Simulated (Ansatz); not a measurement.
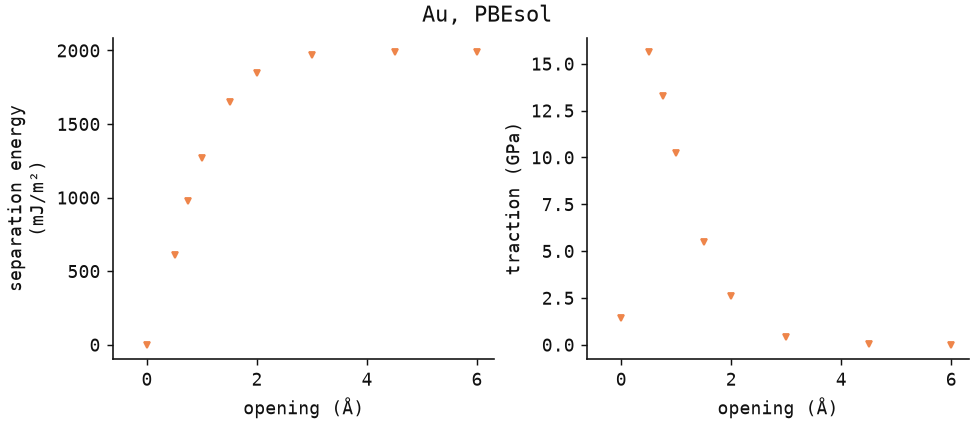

The figure shows the separation energy and traction against opening for Au, space group Fm-3m (No. 225).

The given structure:
```
CELL_PARAMETERS angstrom
2.04550 -2.04550 0.00000
2.04550 0.00000 -2.04550
8.18200 8.18200 8.18200
ATOMIC_POSITIONS crystal
Au 0.66667 0.66667 0.08332
Au 0.00000 0.00000 0.91665
Au 0.33333 0.33333 0.24998
Au 0.66667 0.66667 0.58332
Au 0.00000 0.00000 0.41665
Au 0.33333 0.33333 0.74998
```

Computed with Ansatz 0.2.0: rigid opening of a crystal across a plane by lengthening cell vector c along the normal, one cut a cell, unrelaxed, by plane-wave density functional theory with PAW datasets, free energies less that of the undisturbed cell; scalar-relativistic. Level: PBEsol, no spin polarisation.

- wave cutoff: 420 eV
- k mesh: 18×18×4
- occupations: Gaussian
- smearing width: 0.15 eV
- k shift: (0, 0, 0) (mesh steps)
- start: as given
- height of the cut: 0 (fraction of cell vector c)

The points at opening −0.30 Å, −0.15 Å and 0.25 Å are left out of the plot. What values does the calculation give there?

```
opening (Å)  separation energy (mJ/m²)  traction (GPa)
      -0.30                      569.4          -48.16
      -0.15                      101.9          -16.79
       0.25                      226.7           13.99
```

Note: reference crystal is not relaxed.
